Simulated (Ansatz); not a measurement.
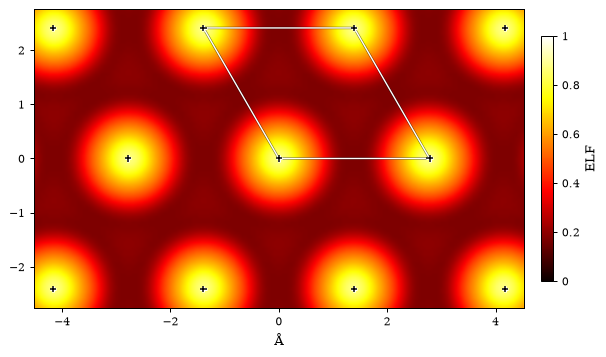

The electron localisation function on a plane through atoms (crosses mark nuclei in the plane).

Level of theory: Ansatz 0.2.0, DFT PBEsol, scalar-relativistic, plane waves, PAW.

Candidates:
A. AlP, a = 5.47 Å, b = 5.47 Å, c = 5.47 Å, α = 90.00°, β = 90.00°, γ = 90.00°. Space group F-43m.
B. Ag, a = 2.78 Å, b = 2.78 Å, c = 21.68 Å, α = 90.00°, β = 90.00°, γ = 120.00°. Space group R-3m; a structure from a database of computed crystals, not necessarily the ambient phase; changed on purpose from its base cell (biaxial strain in the a-b plane, c and atoms relaxed: -3.0 %); computed pressure about 5 GPa in this cell; computed without spin polarisation.

Q: Which system is this?

A: Candidate B: Ag on the (001) plane of the conventional cell, which holds Ag. Ag–Ag (2.78 Å): the ELF is about 0.15 at the midpoint: no shared electron pair shows on this line.
